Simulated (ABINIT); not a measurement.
## Hubbard response calculation of AlNi (part 4 of 4)

Continued. System: AlNi (2 atoms in the cell). Method: Kohn-Sham DFT of a periodic cell, LDA, DFT+U, JTH PAW LDA v2.0, spin-polarised (ABINIT 10.8.3); cutoff 1115.67 eV, 4×4×4 k-mesh, fermi-dirac of 0.1 eV, collinear spins. The structure derives from an entry of the Crystallography Open Database.

Geometry of the input (Å; fractional positions):
```
2.8810  0.0000  0.0000
0.0000  2.8810  0.0000
0.0000  0.0000  2.8810
Ni 0.5000  0.5000  0.5000
Al 0.0000  0.0000  0.0000
```

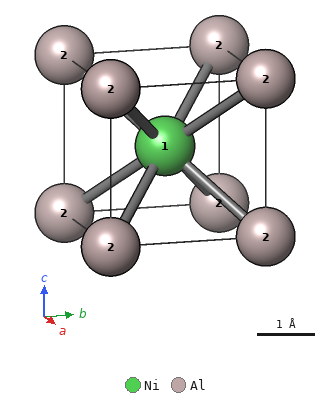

*The input geometry (ball-and-stick view of the cell of the calculation, seen slightly off an axis; atoms are numbered from 1 in the order of the input). An atom can appear more than once, as a periodic image.*

What the program printed, continued
```
 Mean square residual over all n,k,spin=   16.808E-10; max=  16.143E-07
 reduced coordinates (array xred) for    2 atoms
       0.500000000000      0.500000000000      0.500000000000
       0.000000000000      0.000000000000      0.000000000000
 rms dE/dt=  1.3022E-08; max dE/dt=  1.7294E-08; dE/dt below (all hartree)
    1      -0.000000022376      0.000000003896      0.000000011586
    2       0.000000017294     -0.000000001751     -0.000000008068

 cartesian coordinates (angstrom) at end:
    1      1.44050000000000     1.44050000000000     1.44050000000000
    2      0.00000000000000     0.00000000000000     0.00000000000000

 cartesian forces (hartree/bohr) at end:
    1      0.00000000364331    -0.00000000051863    -0.00000000180506
    2     -0.00000000364331     0.00000000051863     0.00000000180506
 frms,max,avg= 2.3664943E-09 3.6433063E-09   4.667E-10 -1.970E-10 -3.231E-10 h/b

 cartesian forces (eV/Angstrom) at end:
    1      0.00000018734634    -0.00000002666919    -0.00000009281967
    2     -0.00000018734634     0.00000002666919     0.00000009281967
 frms,max,avg= 1.2169003E-07 1.8734634E-07   2.400E-08 -1.013E-08 -1.662E-08 e/A
 length scales=  1.889726125908  1.889726125908  1.889726125908 bohr
              =  1.000000000000  1.000000000000  1.000000000000 angstroms
 Fermi (or HOMO) energy (hartree) =   0.40978   Average Vxc (hartree)=  -0.44025
 Magnetization (Bohr magneton)=  7.96986175E-08
 Total spin up =  1.05000000E+01   Total spin down =  1.05000000E+01
 Eigenvalues (hartree) for nkpt=  36  k points, SPIN UP:
 kpt#   1, nband= 15, wtk=  0.01563, kpt=  0.0000  0.0000  0.0000 (reduced coord)
  -3.31477   -1.87625   -1.87625   -1.87625    0.01056    0.29426    0.29426    0.35402
   0.35402    0.35402    0.61978    0.61978    0.61978    0.71843    0.71843
      occupation numbers for kpt#   1
   1.00000    1.00000    1.00000    1.00000    1.00000    1.00000    1.00000    1.00000
   1.00000    1.00000    0.00000    0.00000    0.00000    0.00000    0.00000
 prteigrs : prtvol=0 or 1, do not print more k-points.

 Eigenvalues (hartree) for nkpt=  36  k points, SPIN DOWN:
 kpt#   1, nband= 15, wtk=  0.01563, kpt=  0.0000  0.0000  0.0000 (reduced coord)
  -3.31477   -1.87625   -1.87625   -1.87625    0.01056    0.29426    0.29426    0.35402
   0.35402    0.35402    0.61978    0.61978    0.61978    0.71843    0.71843
      occupation numbers for kpt#   1
   1.00000    1.00000    1.00000    1.00000    1.00000    1.00000    1.00000    1.00000
   1.00000    1.00000    0.00000    0.00000    0.00000    0.00000    0.00000
 prteigrs : prtvol=0 or 1, do not print more k-points.

--- !EnergyTerms
iteration_state     : {dtset: 3, }
comment             : Components of total free energy in Hartree
kinetic             :  3.02061933253916E+01
hartree             :  5.74978243814147E+01
xc                  : -7.77150761159670E+00
Ewald energy        : -9.47255810573542E+01
psp_core            :  2.23610564295152E+00
local_psp           : -1.55147970068498E+02
PAW spherical_terms : -5.35305856968411E+00
internal            : -1.73057993957375E+02
'-kT*entropy'       : -8.64506445945028E-04
total_energy        : -1.73058858463821E+02
total_energy_eV     : -4.70917144094760E+03
...

--- !EnergyTermsDC
iteration_state     : {dtset: 3, }
comment             : '"Double-counting" decomposition of free energy'
band_energy         : -1.40123612298379E+01
Ewald energy        : -9.47255810573542E+01
psp_core            :  2.23610564295152E+00
xc_dc               : -5.53879624484807E+01
PAW spherical_terms : -1.11539723071649E+01
internal            : -1.73043771399886E+02
'-kT*entropy'       : -8.64506445945028E-04
total_energy_dc     : -1.73044635906332E+02
total_energy_dc_eV  : -4.70878442544235E+03
...

--- !EnergyTermsWithPAWCore
iteration_state     : {dtset: 3, }
comment             : 'Components of total free energy, including PAW core contributions'
Total energy        : -1.76020272179175E+03
Total energy DC     : -1.76018849923426E+03
Total energy (eV)   : -4.78975561339023E+04
Total energy DC (eV): -4.78971691183971E+04
...

 Cartesian components of stress tensor (hartree/bohr^3)
  sigma(1 1)=  3.24644418E-04  sigma(3 2)=  2.72408670E-10
  sigma(2 2)=  3.24642478E-04  sigma(3 1)= -7.80462016E-11
  sigma(3 3)=  3.24644248E-04  sigma(2 1)= -3.00461538E-10

-Cartesian components of stress tensor (GPa)         [Pressure= -9.5513E+00 GPa]
- sigma(1 1)=  9.55136855E+00  sigma(3 2)=  8.01453979E-06
- sigma(2 2)=  9.55131145E+00  sigma(3 1)= -2.29619853E-06
- sigma(3 3)=  9.55136355E+00  sigma(2 1)= -8.83988363E-06

================================================================================
== DATASET  4 ==================================================================

--- !DatasetInfo
iteration_state: {dtset: 4, }
dimensions: {natom: 2, nkpt: 36, mband: 15, nsppol: 2, nspinor: 1, nspden: 2, mpw: 2040, }
cutoff_energies: {ecut:  41.0, pawecutdg:  63.0, }
electrons: {nelect:   2.10000000E+01, charge:   0.00000000E+00, occopt:   3.00000000E+00, tsmear:   3.67493222E-03, }
meta: {optdriver: 0, ionmov: 0, optcell: 0, iscf: 17, paral_kgb: 0, }
...

 Exchange-correlation functional for the present dataset will be:
  LDA: Perdew-Wang 92 LSD fit to Ceperley-Alder data - ixc=7
  J.P.Perdew and Y.Wang, PRB 45, 13244 (1992)

 Real(R)+Recip(G) space primitive vectors, cartesian coordinates (Bohr,Bohr^-1):
 R(1)=  5.4443010  0.0000000  0.0000000  G(1)=  0.1836783  0.0000000  0.0000000
 R(2)=  0.0000000  5.4443010  0.0000000  G(2)=  0.0000000  0.1836783  0.0000000
 R(3)=  0.0000000  0.0000000  5.4443010  G(3)=  0.0000000  0.0000000  0.1836783
 Unit cell volume ucvol=  1.6137133E+02 bohr^3
 Angles (23,13,12)=  9.00000000E+01  9.00000000E+01  9.00000000E+01 degrees

 Coarse grid specifications (used for wave-functions):

 getcut: wavevector=  0.0000  0.0000  0.0000  ngfft=  32  32  32
         ecut(hartree)=     41.000   => boxcut(ratio)=   2.03916

 Fine grid specifications (used for densities):

 getcut: wavevector=  0.0000  0.0000  0.0000  ngfft=  40  40  40
         ecut(hartree)=     63.000   => boxcut(ratio)=   2.05628
--------------------------------------------------------------------------------

-inwffil : will read wavefunctions from disk file runi_DS4_WFK

 ******************************************
 DFT+U Method used: FLL
 ******************************************

================================================================================

--- !BeginCycle
iteration_state: {dtset: 4, }
solver: {iscf: 17, nstep: 120, nline: 4, wfoptalg: 10, }
tolerances: {tolvrs: 1.00E-09, }
...

     iter   Etot(hartree)      deltaE(h)  residm     nres2   difmagsph maxmagsph
 ETOT  1  -173.01627977083    -1.730E+02 6.454E-06 1.295E-01 1.060E-07 1.060E-07
 ETOT  2  -173.01641466239    -1.349E-04 7.887E-05 2.900E-01 3.469E-07 2.651E-07
 ETOT  3  -173.01617914718     2.355E-04 4.308E-05 8.842E-04 4.018E-06 4.281E-06
 ETOT  4  -173.01618121658    -2.069E-06 2.366E-06 1.107E-04 3.026E-06 1.255E-06
 ETOT  5  -173.01618100563     2.109E-07 6.572E-07 5.277E-06 2.333E-07 1.022E-06
 ETOT  6  -173.01618099907     6.563E-09 5.111E-07 1.388E-07 2.969E-07 7.247E-07
 ETOT  7  -173.01618099874     3.289E-10 3.336E-07 1.278E-08 2.917E-07 4.330E-07
 ETOT  8  -173.01618099872     1.788E-11 5.776E-07 8.761E-10 1.540E-07 2.790E-07

 At SCF step    8       nres2   =  8.76E-10 < tolvrs=  1.00E-09 =>converged.

 Cartesian components of stress tensor (hartree/bohr^3)
  sigma(1 1)=  3.23630058E-04  sigma(3 2)=  1.01108765E-09
  sigma(2 2)=  3.23629874E-04  sigma(3 1)=  1.89399295E-10
  sigma(3 3)=  3.23628939E-04  sigma(2 1)= -2.76969583E-10

--- !ResultsGS
iteration_state: {dtset: 4, }
comment   : Summary of ground state results
lattice_vectors:
- [  5.4443010,   0.0000000,   0.0000000, ]
- [  0.0000000,   5.4443010,   0.0000000, ]
- [  0.0000000,   0.0000000,   5.4443010, ]
lattice_lengths: [   5.44430,    5.44430,    5.44430, ]
lattice_angles: [ 90.000,  90.000,  90.000, ] # degrees, (23, 13, 12)
lattice_volume:   1.6137133E+02
convergence: {deltae:  1.788E-11, res2:  8.761E-10, residm:  5.776E-07, diffor: null, }
etotal    :  -1.73016181E+02
entropy   :   0.00000000E+00
fermie    :   4.10137988E-01
cartesian_stress_tensor: # hartree/bohr^3
- [  3.23630058E-04,  -2.76969583E-10,   1.89399295E-10, ]
- [ -2.76969583E-10,   3.23629874E-04,   1.01108765E-09, ]
- [  1.89399295E-10,   1.01108765E-09,   3.23628939E-04, ]
pressure_GPa:  -9.5215E+00
xred      :
- [  5.0000E-01,   5.0000E-01,   5.0000E-01, Ni]
- [  0.0000E+00,   0.0000E+00,   0.0000E+00, Al]
cartesian_forces: # hartree/bohr
- [ -4.35173570E-10,  -1.90610179E-10,  -2.66162293E-10, ]
- [  4.35173570E-10,   1.90610179E-10,   2.66162293E-10, ]
force_length_stats: {min:   5.44564635E-10, max:   5.44564635E-10, mean:   5.44564635E-10, }
...

 Integrated electronic and magnetization densities in atomic spheres:
 ------------------------------------------------------------------------------------------------------------
 Radius=ratsph(iatom), smearing ratsm=  0.0000. Diff(up-dn)=approximate z local magnetic moment.
    Atom    Radius    up_density   dn_density  Total(up+dn)  Diff(up-dn)
    1 Ni   1.81432     7.991410     7.991410     15.982820     0.000000
    2 Al   1.90363     0.400096     0.400096      0.800192    -0.000000
 ------------------------------------------------------------------------------------------------------------
  Sum:                 8.391506     8.391506     16.783011     0.000000
 Total magnetization (from the atomic spheres):                0.000000
 Total magnetization (exact up - dn):                          0.000000

 ---------- DFT+U DATA ---------------------------------------------------

 ====== For Atom     1, occupations for correlated orbitals. lpawu =   2

 Atom   1. Occ. for lpawu and for spin  1 =   3.86790
 Atom   1. Occ. for lpawu and for spin  2 =   3.86790
 => On atom   1,  local Mag. for lpawu is       -0.000000

 == Occupation matrix for correlated orbitals:

 Occupation matrix for spin  1
     0.77822   -0.00000   -0.00000   -0.00000   -0.00000
    -0.00000    0.77822   -0.00000    0.00000    0.00000
    -0.00000   -0.00000    0.76662    0.00000    0.00000
    -0.00000    0.00000    0.00000    0.77822    0.00000
    -0.00000    0.00000    0.00000    0.00000    0.76662

 Occupation matrix for spin  2
     0.77822    0.00000   -0.00000    0.00000   -0.00000
     0.00000    0.77822   -0.00000   -0.00000    0.00000
    -0.00000   -0.00000    0.76662    0.00000   -0.00000
     0.00000   -0.00000    0.00000    0.77822    0.00000
    -0.00000    0.00000   -0.00000    0.00000    0.76662

 ---------- calculate U, (J) start ----------

 All pawujat  ok and equal to   1
 macro_uj=1 and nspden=2: standard determination of Hubbard U-parameter

*********************************************************************
************************  Linear Response U  ************************

 Info printed for perturbed atom:    1

  Perturbations           Occupations
 --------------- -----------------------------
    alpha [eV]     Unscreened      Screened
 --------------- -----------------------------
   0.0000000000   7.7573362519   7.7573362519
   0.1500000000   7.7313541805   7.7358023122

                    Scalar response functions:
                    Chi0 [eV^-1]:     -0.38492
                    Chi [eV^-1]:      -0.14356

 The scalar U from the two-point regression scheme is   4.36780 eV.
*********************************************************************
*********************************************************************
Note: For more reliable linear regressions of the response
matrices, it is advised that you have more than two points.
See the LRUJ protocol for more information.

 URES      ii    nat       r_max    U(J)[eV]   U_ASA[eV]   U_inf[eV]
 URES       1      1     0.00000     1.09195     0.87814     0.84951
 URES       2      8     9.42980     3.82857     3.07891     2.97854
 URES       3     27     9.42980     4.20624     3.38263     3.27236
 URES       4     64    18.85960     4.29957     3.45769     3.34497
 URES       5    125    18.85960     4.33286     3.48446     3.37087
 URES       6    216    28.28940     4.34758     3.49629     3.38232

 ---------- calculate U, (J) end --------------

================================================================================

 ----iterations are completed or convergence reached----

 Mean square residual over all n,k,spin=   11.716E-10; max=  57.755E-08
 reduced coordinates (array xred) for    2 atoms
       0.500000000000      0.500000000000      0.500000000000
       0.000000000000      0.000000000000      0.000000000000
 rms dE/dt=  1.8213E-09; max dE/dt=  3.3985E-09; dE/dt below (all hartree)
    1       0.000000003399      0.000000001206      0.000000001178
    2      -0.000000001340     -0.000000000870     -0.000000001720

 cartesian coordinates (angstrom) at end:
    1      1.44050000000000     1.44050000000000     1.44050000000000
    2      0.00000000000000     0.00000000000000     0.00000000000000

 cartesian forces (hartree/bohr) at end:
    1     -0.00000000043517    -0.00000000019061    -0.00000000026616
    2      0.00000000043517     0.00000000019061     0.00000000026616
 frms,max,avg= 3.1440454E-10 4.3517357E-10  -1.891E-10 -3.084E-11  4.983E-11 h/b

 cartesian forces (eV/Angstrom) at end:
    1     -0.00000002237752    -0.00000000980157    -0.00000001368662
    2      0.00000002237752     0.00000000980157     0.00000001368662
 frms,max,avg= 1.6167331E-08 2.2377525E-08  -9.722E-09 -1.586E-09  2.563E-09 e/A
 length scales=  1.889726125908  1.889726125908  1.889726125908 bohr
              =  1.000000000000  1.000000000000  1.000000000000 angstroms
 Fermi (or HOMO) energy (hartree) =   0.41014   Average Vxc (hartree)=  -0.44036
 Magnetization (Bohr magneton)=  2.10364171E-08
 Total spin up =  1.05000000E+01   Total spin down =  1.05000000E+01
 Eigenvalues (hartree) for nkpt=  36  k points, SPIN UP:
 kpt#   1, nband= 15, wtk=  0.01563, kpt=  0.0000  0.0000  0.0000 (reduced coord)
  -3.31782   -1.87921   -1.87921   -1.87921    0.01060    0.29516    0.29516    0.35502
   0.35502    0.35502    0.61982    0.61982    0.61982    0.71889    0.71889
      occupation numbers for kpt#   1
   1.00000    1.00000    1.00000    1.00000    1.00000    1.00000    1.00000    1.00000
   1.00000    1.00000    0.00000    0.00000    0.00000    0.00000    0.00000
 prteigrs : prtvol=0 or 1, do not print more k-points.

 Eigenvalues (hartree) for nkpt=  36  k points, SPIN DOWN:
 kpt#   1, nband= 15, wtk=  0.01563, kpt=  0.0000  0.0000  0.0000 (reduced coord)
  -3.31782   -1.87921   -1.87921   -1.87921    0.01060    0.29516    0.29516    0.35502
   0.35502    0.35502    0.61982    0.61982    0.61982    0.71889    0.71889
      occupation numbers for kpt#   1
   1.00000    1.00000    1.00000    1.00000    1.00000    1.00000    1.00000    1.00000
   1.00000    1.00000    0.00000    0.00000    0.00000    0.00000    0.00000
 prteigrs : prtvol=0 or 1, do not print more k-points.

--- !EnergyTerms
iteration_state     : {dtset: 4, }
comment             : Components of total free energy in Hartree
kinetic             :  3.01818288662245E+01
hartree             :  5.74518655559775E+01
xc                  : -7.76862660975135E+00
Ewald energy        : -9.47255810573542E+01
psp_core            :  2.23610564295152E+00
local_psp           : -1.55089009579049E+02
PAW spherical_terms : -5.34452195523773E+00
internal            : -1.73057939136238E+02
'-kT*entropy'       : -8.75574869118549E-04
total_energy        : -1.73058814711107E+02
total_energy_eV     : -4.70917025037560E+03
...

--- !EnergyTermsDC
iteration_state     : {dtset: 4, }
comment             : '"Double-counting" decomposition of free energy'
band_energy         : -1.40270760668055E+01
Ewald energy        : -9.47255810573542E+01
psp_core            :  2.23610564295152E+00
xc_dc               : -5.53429485185475E+01
PAW spherical_terms : -1.11558054240956E+01
internal            : -1.73015305423851E+02
'-kT*entropy'       : -8.75574869118549E-04
total_energy_dc     : -1.73016180998720E+02
total_energy_dc_eV  : -4.70801012796074E+03
...

--- !EnergyTermsWithPAWCore
iteration_state     : {dtset: 4, }
comment             : 'Components of total free energy, including PAW core contributions'
Total energy        : -1.76020267803904E+03
Total energy DC     : -1.76016004432665E+03
Total energy (eV)   : -4.78975549433303E+04
Total energy DC (eV): -4.78963948209155E+04
...

 Cartesian components of stress tensor (hartree/bohr^3)
  sigma(1 1)=  3.23630058E-04  sigma(3 2)=  1.01108765E-09
  sigma(2 2)=  3.23629874E-04  sigma(3 1)=  1.89399295E-10
  sigma(3 3)=  3.23628939E-04  sigma(2 1)= -2.76969583E-10

-Cartesian components of stress tensor (GPa)         [Pressure= -9.5215E+00 GPa]
- sigma(1 1)=  9.52152503E+00  sigma(3 2)=  2.97472258E-05
- sigma(2 2)=  9.52151963E+00  sigma(3 1)=  5.57231963E-06
- sigma(3 3)=  9.52149210E+00  sigma(2 1)= -8.14872647E-06

== END DATASET(S) ==============================================================
================================================================================

 -outvars: echo values of variables after computation  --------
            acell      1.8897261259E+00  1.8897261259E+00  1.8897261259E+00 Bohr
           etotal1    -1.7310170419E+02
           etotal2    -1.7307314360E+02
           etotal3    -1.7304463591E+02
           etotal4    -1.7301618100E+02
            fcart1     4.8457931039E-10  1.0710846101E-09  2.9017223971E-09
                      -4.8457931039E-10 -1.0710846101E-09 -2.9017223971E-09
            fcart2    -8.1148514261E-10 -1.2360962005E-10 -8.8012752237E-10
                       8.1148514261E-10  1.2360962005E-10  8.8012752237E-10
            fcart3     3.6433063453E-09 -5.1863319748E-10 -1.8050552594E-09
                      -3.6433063453E-09  5.1863319748E-10  1.8050552594E-09
            fcart4    -4.3517356955E-10 -1.9061017903E-10 -2.6616229306E-10
                       4.3517356955E-10  1.9061017903E-10  2.6616229306E-10
            rprim      2.8810000000E+00  0.0000000000E+00  0.0000000000E+00
                       0.0000000000E+00  2.8810000000E+00  0.0000000000E+00
                       0.0000000000E+00  0.0000000000E+00  2.8810000000E+00
           strten1     3.2630491556E-04  3.2630367373E-04  3.2630388078E-04
                      -2.0065052263E-09  9.6879919480E-11  7.4761224867E-10
           strten2     3.2532261223E-04  3.2532336177E-04  3.2532316915E-04
                      -4.7316897970E-10  4.1634706181E-10 -1.4289503381E-11
           strten3     3.2464441839E-04  3.2464247770E-04  3.2464424841E-04
                       2.7240867045E-10 -7.8046201551E-11 -3.0046153763E-10
           strten4     3.2363005775E-04  3.2362987423E-04  3.2362893855E-04
                       1.0110876525E-09  1.8939929472E-10 -2.7696958304E-10
           xangst      1.4405000000E+00  1.4405000000E+00  1.4405000000E+00
                       0.0000000000E+00  0.0000000000E+00  0.0000000000E+00
             xred      5.0000000000E-01  5.0000000000E-01  5.0000000000E-01
                       0.0000000000E+00  0.0000000000E+00  0.0000000000E+00
 Calculation completed.
```

File lruj.log
```
.Version 10.8.3 of LRUJ
--------------------------------------------------------|---------------------------------------
 Linear:        -0.3788290    -0.1437930     4.3147286  |    0.0004652    0.0000177    0.0033518
 Quadratic:     -0.3788290    -0.1437930     4.3147286  |    0.0000163    0.0000005    0.0001161
 Cubic:         -0.3783479    -0.1438068     4.3107029  |    0.0000044    0.0000001    0.0000311
*************************************************************************************************
*************************************************************************************************
```
